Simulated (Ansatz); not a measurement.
# Single-point calculation of Gd

Gd (P6₃/mmc, 2 atoms in the cell), computed with DFT LDA+U, scalar-relativistic, plane waves, PAW, Ueff = 6 eV on Gd f, spin-polarised (Ansatz 0.2.0).

It belongs to a series of runs on one base structure; here: coarse mesh, to find the state of the open shells. Figures and captions count atoms from 1; the log counts them from 0 in places.

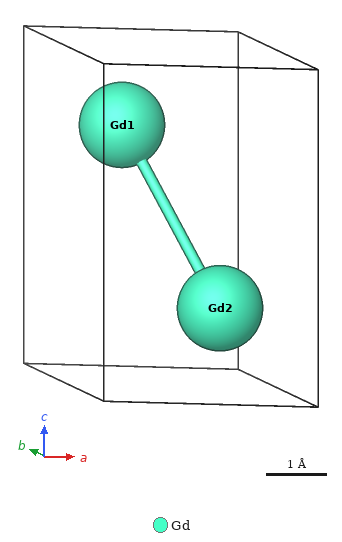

*The input geometry (ball-and-stick view of the cell of the calculation, seen slightly off an axis; atoms are numbered from 1 in the order of the input). An atom can appear more than once, as a periodic image.*

Near neighbours in the periodic cell (some may lie outside the picture): Gd has 12 Gd at 3.57 to 3.64 Å.

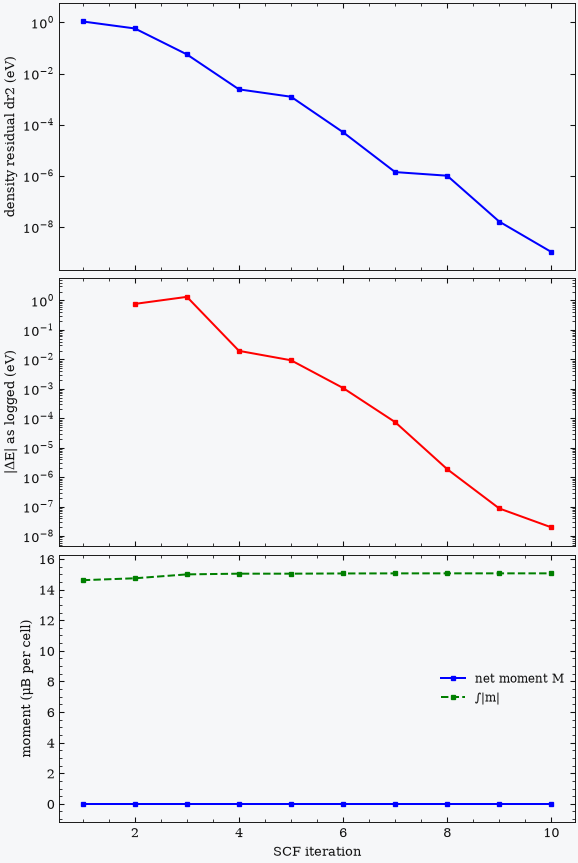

*Convergence of the self-consistent field: density residual dr2, size of the energy change and magnetic moment against the SCF iteration.*

The residual falls at every step. The net moment stays at 0.0 μB per cell.

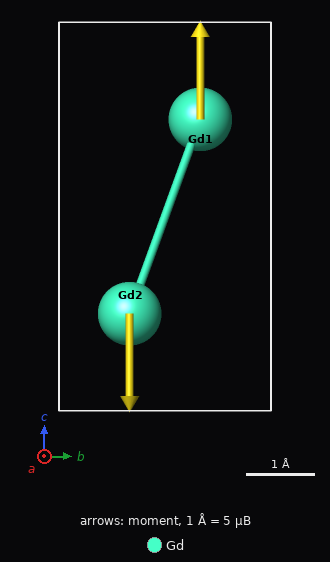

*Magnetic moments of the sites as yellow arrows (ball-and-stick view of the cell of the calculation, along the a axis; atoms are numbered from 1 in the order of the input); small moments hardly show. The run is collinear, so the axis drawn is arbitrary.*

Site moments: Gd1 (7.36 μB); Gd2 (−7.36 μB). They are counted near the atoms and needn't add up to the moment of the cell.

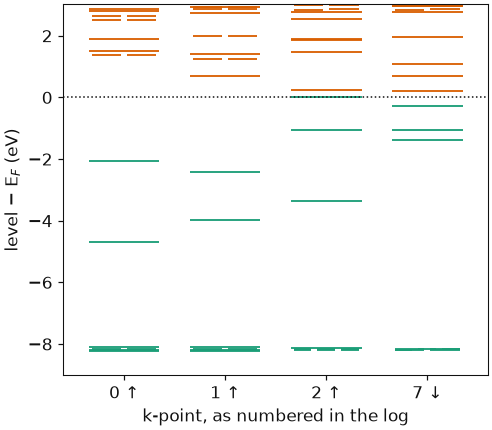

*Kohn–Sham levels near the Fermi level (dotted) at the few k-points that the log prints; levels within 0.02 eV of each other stand side by side.*

The system is metallic on the full mesh.

The input and output of the run follow.

**Input file**
```yaml
crystal:
  lattice:
    - [3.6399995402, 0.0, 0.0]
    - [-1.8199997701, 3.1523320716, 0.0]
    - [0.0, 0.0, 5.7803192698]
  atoms:
    - { symbol: Gd, position: [0.3333333333, 0.6666666667, 0.75], spin: 7.0 }
    - { symbol: Gd, position: [0.6666666667, 0.3333333333, 0.25], spin: -7.0 }
basis:
  ecutwfc: 420
  ecutrho_ratio: 4
kpoints:
  mp_grid: { grid: [4, 4, 3] }
hamiltonian:
  xc: lda
  hubbard: { sites: [{ species: Gd, l: f, u_eff: 6.0 }] }
scf:
  occupations: { method: gaussian, width: 0.05 }
output:
  forces: true
  stress: true
  eigenvalues: true
  populations: true
  hubbard: { sites: [{ species: Gd, l: f }] }
  write_density: true
  write_potential: true
  elf: true
  volumetric_format: npy
magnetization:
  spin_polarized: true
```

Command:
```bash
ansatz run input.yaml --threads 4 --pin off --max-ram 9216MiB --backend cpu --events-out ev --progress --plain --runs-dir out
```

**What the program printed**
```
Gd: projections on atomic orbitals take those of the free atom [Kr 4d10] 4f7 5s2 5p6 5d1 6s2, of charge +0.00 (hamiltonian.pseudopotentials.projection_atoms); the dataset's partial waves leave at most 2.5e-4 of an orbital's norm unspanned inside its sphere
Engine: ansatz 0.2.0, x86_64-unknown-linux-gnu
Pseudopotentials: kind: paw
Pseudopotential: Gd, paw, valence charge 18, recommended cutoff 420 eV (normal), Gd.paw.azcp
Functional definition: SPW92
  exchange = slater_x
  correlation = pw_c
Crystal: 2 atoms, lattice volume = 66.326 Å³
Basis set: ecut = 420 eV, 1291 PW (Γ)
Bands: 30, of which v1, the nominal top of the filled ones, is band 18 counted from 1 (17 counted from 0)
Symmetry: 12 space group operations
Space group: P-6m2 (ITA 187), of the structure as read, at distance tolerance 4.0e-5 Å
Magnetic group: BNS 194.267 (UNI 1497), of the structure as read, at distance tolerance 4.0e-5 Å
k-points: 8 of 48 (time reversal used)
Non-local potential: Gd, projectors of the file, l = 0: 3, l = 1: 2, l = 2: 2, l = 3: 3
PAW form: soft (Blöchl's): semilocal exchange-correlation on the pseudo side does not see the compensation charge
PAW frozen core: Gd, regenerated for the run's functional, and the local potential with it (the file was generated under x = pbe(κ = 0.804, μ = 0.2195149727645171), c = pbe(β = 0.06672455060314922))
PAW one-centre angular grid: Gd, 590 points (default); XC on 64 Gauss nodes
Initial density: superposition of atomic densities (chi_scale 0.1, normalization cell)
Starting moments: Σ|m| = 14 μB on 2 of 2 sites
Starting magnetic order: antiferromagnet; an inversion exchanges its spin sublattices: spin-degenerate at every k-point
Initial wavefunctions: pseudopotential atomic-orbital guess
Functional: x = slater, c = lda
iter 1 solved again at ethr=3.04e-3 eV; its pass at ethr=3.10e-3 eV (dr2=1.09e0 eV) is discarded
SCF iter   1: F=—  HF=-18251.167391 eV  |F-HF|=—  |Δ(HF+E_count)|=         —  Δρ=3.71e-2 (↑3.71e-2 ↓3.71e-2)  dr2=1.09e0  dr2_m=5.80e-1  M=0.000 μB ∫|m|=14.613 μB  β_m=0.30  ethr=3.04e-3  ⟨swp⟩=1.2  Hψ=2407  notcnv=0
Mixer restart at iter 1: flushing history
preconditioner: auto → Resta (q_TF=auto, 2.464 Å⁻¹)  ε∞=4.6  [insulator: Δε(μ)=0.181 eV  Ē_g=13.672 eV  σ=0.050 eV  W_gap=0.51  n_scr=22 (ndim 8)  ℏωp=25.8 eV  f_vac=0.000  D(μ)=2.95/eV (n_scr^D=22)  ε∞_Penn≈4.6]
spin=Collinear: Resta preconditioning applied to the charge; magnetization (m = ρ↑ − ρ↓) channel mixes plain (no charge-response kernel on spin).
SCF iter   2: F=—  HF=-18251.933336 eV  |F-HF|=—  |Δ(HF+E_count)|=   7.66e-1  Δρ=2.99e-2 (↑2.99e-2 ↓2.99e-2)  dr2=5.81e-1  dr2_m=4.08e-1  M=-0.000 μB ∫|m|=14.737 μB  β_m=0.51  ethr=3.03e-3  ⟨swp⟩=4.0  Hψ=890  notcnv=0
SCF iter   3: F=—  HF=-18253.267226 eV  |F-HF|=—  |Δ(HF+E_count)|=    1.33e0  Δρ=5.20e-3 (↑5.17e-3 ↓5.20e-3)  dr2=5.61e-2  dr2_m=2.19e-3  M=0.000 μB ∫|m|=14.992 μB  β_m=0.54  ethr=1.61e-3  ⟨swp⟩=3.1  Hψ=1050  notcnv=0  defer=116
SCF iter   4: F=—  HF=-18253.247725 eV  |F-HF|=—  |Δ(HF+E_count)|=   1.95e-2  Δρ=1.93e-3 (↑1.93e-3 ↓1.91e-3)  dr2=2.41e-3  dr2_m=1.19e-3  M=0.000 μB ∫|m|=15.038 μB  β_m=0.72  ethr=1.56e-4  ⟨swp⟩=3.0  Hψ=1054  notcnv=0  defer=110
SCF iter   5: F=—  HF=-18253.257075 eV  |F-HF|=—  |Δ(HF+E_count)|=   9.35e-3  Δρ=9.97e-4 (↑9.95e-4 ↓9.97e-4)  dr2=1.24e-3  dr2_m=3.48e-4  M=0.000 μB ∫|m|=15.038 μB  β_m=0.81  ethr=6.70e-6  ⟨swp⟩=2.2  Hψ=862  notcnv=0  defer=110
SCF iter   6: F=—  HF=-18253.258140 eV  |F-HF|=—  |Δ(HF+E_count)|=   1.07e-3  Δρ=2.24e-4 (↑2.24e-4 ↓2.22e-4)  dr2=5.07e-5  dr2_m=2.09e-5  M=0.000 μB ∫|m|=15.052 μB  β_m=0.91  ethr=3.44e-6  ⟨swp⟩=2.0  Hψ=806  notcnv=0  defer=110
SCF iter   7: F=—  HF=-18253.258214 eV  |F-HF|=—  |Δ(HF+E_count)|=   7.43e-5  Δρ=3.92e-5 (↑3.52e-5 ↓3.92e-5)  dr2=1.40e-6  dr2_m=5.36e-7  M=0.000 μB ∫|m|=15.057 μB  β_m=0.95  ethr=1.41e-7  ⟨swp⟩=2.2  Hψ=827  notcnv=0  defer=108
SCF iter   8: F=—  HF=-18253.258216 eV  |F-HF|=—  |Δ(HF+E_count)|=   1.88e-6  Δρ=1.39e-5 (↑1.39e-5 ↓5.14e-6)  dr2=1.01e-6  dr2_m=2.54e-8  M=0.000 μB ∫|m|=15.059 μB  β_m=0.78  ethr=3.90e-9  ⟨swp⟩=2.0  Hψ=731  notcnv=0  defer=108
SCF iter   9: F=—  HF=-18253.258216 eV  |F-HF|=—  |Δ(HF+E_count)|=   8.71e-8  Δρ=3.90e-6 (↑2.70e-6 ↓3.90e-6)  dr2=1.62e-8  dr2_m=4.24e-9  M=0.000 μB ∫|m|=15.059 μB  β_m=0.81  ethr=2.81e-9  ⟨swp⟩=2.4  Hψ=603  notcnv=0  defer=108
SCF iter  10: F=-18253.258216 eV  HF=-18253.258216 eV  |F-HF|=6.55e-10  |Δ(HF+E_count)|=   1.99e-8  Δρ=1.37e-6 (↑1.37e-6 ↓1.32e-6)  dr2=1.05e-9  dr2_m=8.11e-10  M=0.000 μB ∫|m|=15.059 μB  ethr=4.50e-11  ⟨swp⟩=14.3  Hψ=3878  notcnv=0
SCF 1 converged in 10 iterations: F = -18253.258216 eV  dr2 = 1.05e-9
  greatest PAW one-centre occupation: 0.998 electrons in one spin orbital (limit 2), on the Gd atom at site 0 (counted from 0), in its partial waves of l = 0
SCF converged after 10 iterations
Magnetization: 0.0000 μB (18.0000 up, 18.0000 down)
Absolute magnetization: 15.0592 μB (∫|ρ↑−ρ↓|, with the PAW one-centre terms)
Spin contamination: 7.3364 ħ² per cell (⟨S²⟩ above its minimum at these occupations)
Per-site moments (μB) at R_I (Å): [(7.357925143656842, 1.474048703921451), (-7.357913457466016, 1.474048703921451)]
Free energy (F): -18253.258216 eV
Harris-Foulkes:  -18253.258216 eV  (|F-HF|=6.55e-10)
Internal energy: -18253.254420 eV  (E = F + TS)
E sigma→0 (E₀):  -18253.256318 eV
Entropy (-TS):   -0.003795 eV (-1.898 meV/atom)
Fermi energy:    11.962437 eV
--- Per-component energies (eV) ---
  E_band       = -126.479679
  E_kinetic    = 808.758801
  E_local      = -4250.454998  (includes V_loc(G=0)·N_el)
  E_nonlocal   = 585.356734
  E_hartree    = 1745.347409
  E_xc         = -462.751502
  E_vxc        = -505.052678  (∫ρ·V_xc dr)
  E_hubbard    = 0.076682  (on-site DFT+U / exact-exchange correction)
  E_vhub       = -41.880053  (the Hubbard potential's part of the band-sum identity)
  E_paw        = -12488.587561  (= ΣΔE_a)
  E_vpaw       = -213.902081  (= ΣTr[D̂ρ^β])
  E_aug_tail   = 0.000000  (compensation charges beyond the density's cutoff)
  E_ewald      = -4193.558052
  E_core_change = 2.558066  (= ΣΔE_core)
  E_smearing   = -0.003795  (= −TS)
  E_closure    = 0.000000  (closes the sum)
  Σ components = -18253.258216   (vs F -18253.258216, Δ=0.00e0)
--- Forces (eV/Å), atoms counted from 1 ---
  atom   1  Gd     0.00000000    -0.00000000     0.00000000
  atom   2  Gd     0.00000000     0.00000000     0.00000000
  max |Σ_I F_I| component: 4.63e-18 eV/Å
--- Stress (GPa, compression-positive) ---
       -4.000591       0.000000       0.000000
       -0.000000      -4.000591       0.000000
        0.000000       0.000000      -4.062244
  P = ⅓ Tr σ = -4.0211 GPa (-40.211 kbar)
--- Band table (eV; the first three rows and the last of 16) ---
  k-point 0 ↑: bands = ["-33.4575", "-30.4195", "-10.9164", "-10.5896", "-10.5896", "-8.5233", "-8.2058", "-8.2058", "3.7201", "3.7565", "3.7765", "3.7765", "3.8058", "3.8058", "3.8560", "7.2663", "9.9017", "13.3209", "13.3209", "13.4766", "13.8447", "14.4644", "14.4644", "14.5920", "14.5920", "14.7520", "14.8149", "14.9928", "14.9928", "15.0290"]
  k-point 1 ↑: bands = ["-33.4572", "-30.4201", "-10.8750", "-10.5888", "-10.5888", "-8.5896", "-8.2071", "-8.2071", "3.7207", "3.7555", "3.7773", "3.7773", "3.8054", "3.8054", "3.8560", "7.9995", "9.5311", "12.6677", "13.1962", "13.1962", "13.3838", "13.9592", "13.9592", "14.6936", "14.8332", "14.8332", "14.8830", "14.9083", "14.9083", "15.0290"]
  k-point 2 ↑: bands = ["-33.4394", "-30.3972", "-10.8559", "-10.8352", "-10.6481", "-8.5146", "-8.5088", "-8.2737", "3.7631", "3.7633", "3.7817", "3.7856", "3.7928", "3.7954", "3.8187", "8.5968", "10.9032", "11.9635", "12.2081", "13.4232", "13.8339", "13.8621", "14.5200", "14.7232", "14.8059", "14.8242", "14.9596", "14.9600", "14.9956", "15.1119"]
  k-point 7 ↓: bands = ["-33.4212", "-30.3747", "-10.9896", "-10.8062", "-10.7988", "-8.6693", "-8.4937", "-8.4559", "3.7557", "3.7756", "3.7784", "3.7840", "3.7869", "3.8109", "3.8139", "10.5850", "10.9145", "11.6859", "12.1727", "12.6438", "13.0374", "13.9316", "14.7438", "14.8120", "14.8301", "14.9174", "14.9387", "14.9687", "14.9896", "15.6693"]
Occupation matrices written to [file]
--- Löwdin populations: 2 sites ---
  site symbol       q [e]    m [muB]
     0     Gd     17.9696     7.5811
     1     Gd     17.9696    -7.5811
  spilling = 0.001690 (of n_electrons = 36.000000)
--- Occupation matrices: 2 shells (run DFT+U table (all-electron-ortho-atomic); ε = 2.63e-4) ---
  Gd0 f_4F: site group D3h (-6m2)
  Gd0 f_4F up     Tr n = 6.9964  λ = 0.999 0.999 0.999 0.999 1.000 1.000 1.000  [7× z3 0.14 E''(0.29)]
  Gd0 f_4F dn     Tr n = 0.0092  λ = 0.000 0.001 0.001 0.001 0.001 0.001 0.004  [3× xz2 0.33 E'(0.67) | 3× z(x2-y2) 0.33 E''(0.67) | z3 1.00 A2''(1.00)]
  Gd1 f_4F: site group D3h (-6m2)
  Gd1 f_4F up     Tr n = 0.0092  λ = 0.000 0.001 0.001 0.001 0.001 0.001 0.004  [3× xz2 0.33 E'(0.67) | 3× z(x2-y2) 0.33 E''(0.67) | z3 1.00 A2''(1.00)]
  Gd1 f_4F dn     Tr n = 6.9964  λ = 0.999 0.999 0.999 0.999 1.000 1.000 1.000  [7× z3 0.14 E''(0.29)]
  Tr n, λ and their labels are of the run-group-symmetrised matrices; stabiliser: 24 of 48 elements of G0×{1,Θ} (closed), max defect 7.5e-8 at τ = 5.6e-5
```

**File populations.tsv**
```
# site	symbol	l	j	q_up	q_dn
# orbitals = lowdin
# n_electrons = 36.000000
# spilling = 0.001690
# projection_atom_Gd: [Kr 4d10] 4f7 5s2 5p6 5d1 6s2
0	Gd	0_5S	-	0.980430	0.983386
0	Gd	0_6S	-	0.407422	0.356878
0	Gd	1_5P	-	2.983142	2.972517
0	Gd	2_5D	-	1.406744	0.870872
0	Gd	3_4F	-	6.997616	0.010574
1	Gd	0_5S	-	0.983386	0.980430
1	Gd	0_6S	-	0.356878	0.407422
1	Gd	1_5P	-	2.972518	2.983142
1	Gd	2_5D	-	0.870884	1.406735
1	Gd	3_4F	-	0.010574	6.997616
```

**Key numbers**

| quantity | value |
| --- | --- |
| outcome | converged |
| space group (tolerance 0.01 Å) | P6₃/mmc (194) |
| electrons treated | 36 |
| free energy | −18253.2582 eV |
| Fermi energy | 11.962 eV |
| gap on the k-point mesh | none (metallic) |
| net moment of the cell | 0.00 μB |
| integrated absolute moment | 15.06 μB |
| pressure | −4.02 GPa |
| largest force (length of the vector) | under 0.001 eV/Å |
| hardware | 4 threads of AMD EPYC (Zen 5), 16 GiB of memory available, shared host |
| wall time | 0.93 s (CPU time 2.6 s) |
| peak memory | 0.43 GiB |

**Remarks**

The k-point mesh is coarse (a preliminary or cheap run), so energies and forces are approximate. The electronic state found may not be the lowest one. The program warns: another magnetic order may lie lower. DFT+U on an f shell has many self-consistent states, and spin–orbit coupling is left out here.
